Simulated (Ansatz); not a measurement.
# Mg16HO16 (cell charge +1, with a compensating background) (cell with a defect): what the fields show

```xyz
33
Lattice="-4.2536 4.2536 -4.2536 4.2536 4.2536 4.2536 4.2536 -4.2536 -4.2536" Properties=species:S:1:pos:R:3 pbc="T T T"
Mg    2.1421    4.2683    2.0871
Mg    4.2190    4.2050    4.0574
Mg    4.2823    2.0875   -2.1525
Mg   -1.9279    4.2051   -2.0892
Mg    2.1541   -2.1270   -4.2644
Mg    0.0427    4.2682   -0.0123
Mg    4.2191   -1.9419   -2.0892
Mg    2.1016    4.2683   -2.1524
Mg    0.0288    0.0147   -4.2253
Mg    2.1407    2.1266   -4.2778
Mg    4.2823    2.1279    2.0871
Mg    2.1421    0.0287   -2.1525
Mg    4.2823    0.0286   -0.0122
Mg   -2.1129    2.1401   -4.2644
Mg    0.0427    2.1281   -2.1525
Mg    2.1405    2.1264   -0.0107
O     4.2719    0.0436   -2.1420
O     6.4059    0.0016   -0.0289
O     2.1608    2.1468   -2.1448
O     0.0178    0.0037   -6.3950
O     4.2747    2.1467   -0.0310
O     2.1588    0.0016   -4.2760
O     2.1523   -2.1089   -2.1394
O     0.0577    4.2578   -2.1420
O     2.1609    4.2606   -0.0310
O     0.0157    2.1447   -4.2760
O    -2.1448    6.3483   -2.1449
O     0.0183    0.0043   -2.1816
O    -2.1450    4.2607   -4.2324
O     0.0157    6.3918   -0.0289
O    -2.0949    2.1382   -2.1394
O     0.0212    2.0945    0.0212
H     0.5853    0.5714   -6.9635
```

Computed with DFT PBE, scalar-relativistic, plane waves, PAW (Ansatz).

In a PAW calculation such maps are meaningful between the atoms, not at the nuclei.

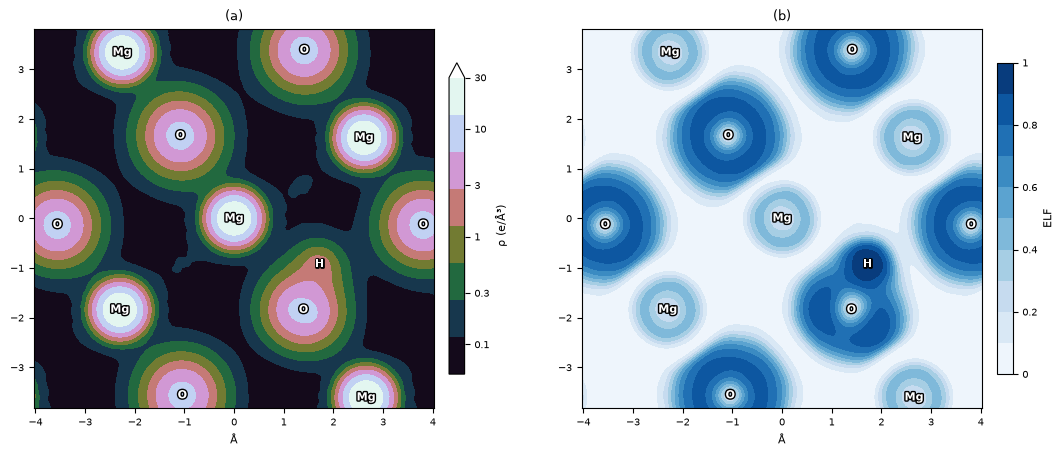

Figure 1. (a) valence pseudo-density; (b) electron localisation function on the (101̄) plane of the calculation cell.

Interpret the plot.

- The plane passes through Mg, O and H nuclei.
- O–H (0.98 Å): ρ at the midpoint is about 3.6 e/Å³; the ELF climbs to about 0.95 towards the hydrogen, as it does in any bond to H: an ordinary covalent bond to hydrogen.
- Mg–O (1.99 Å): the density is about 0.43 e/Å³ at the midpoint; the ELF peaks at about 0.85 in the valence shell of O, 0.6 Å from its nucleus, and is about 0.35 at the midpoint (a closed-shell, largely ionic contact).
- Mg–O (2.04 Å): ρ is about 0.38 e/Å³ halfway; the ELF peaks at about 0.85 in the valence shell of O, 0.6 Å from its nucleus, and is about 0.30 at the midpoint; a closed-shell, largely ionic contact.
- Mg–O (2.13 Å): ρ at the midpoint is about 0.32 e/Å³; the ELF peaks at about 0.85 in the valence shell of O, 0.6 Å from its nucleus, and is about 0.30 at the midpoint: a largely ionic contact.
- Mg–O (2.17 Å): the density is about 0.26 e/Å³ at the midpoint; the ELF peaks at about 0.85 in the valence shell of O, 0.6 Å from its nucleus, and is about 0.25 at the midpoint: a closed-shell, largely ionic contact.
- Between the atoms the lowest density in this plane is 0.05 e/Å³.

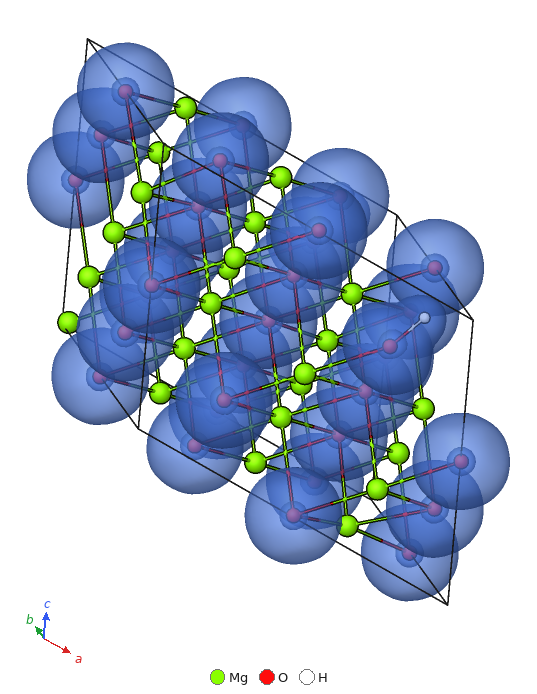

Figure 2. Isosurface of the ELF at 0.6 (blue), seen slightly off an axis. Core shells and regions of very low density are left out. Sticks mark near contacts.

Describe the localisation domains.

The ELF exceeds this value in 15 regions wrapped around O (the valence shell of each) and one joined region spread over several atoms (H, O), in which their bonds and any lone pairs are merged, counted in one cell of 33 atoms. Any copies at cell faces, edges or corners count once.

Does the calculation make it a metal, or give it a gap?

It is gapped, with a Kohn–Sham gap of 5.7 eV on the k-point mesh, an upper bound to the gap of this method.
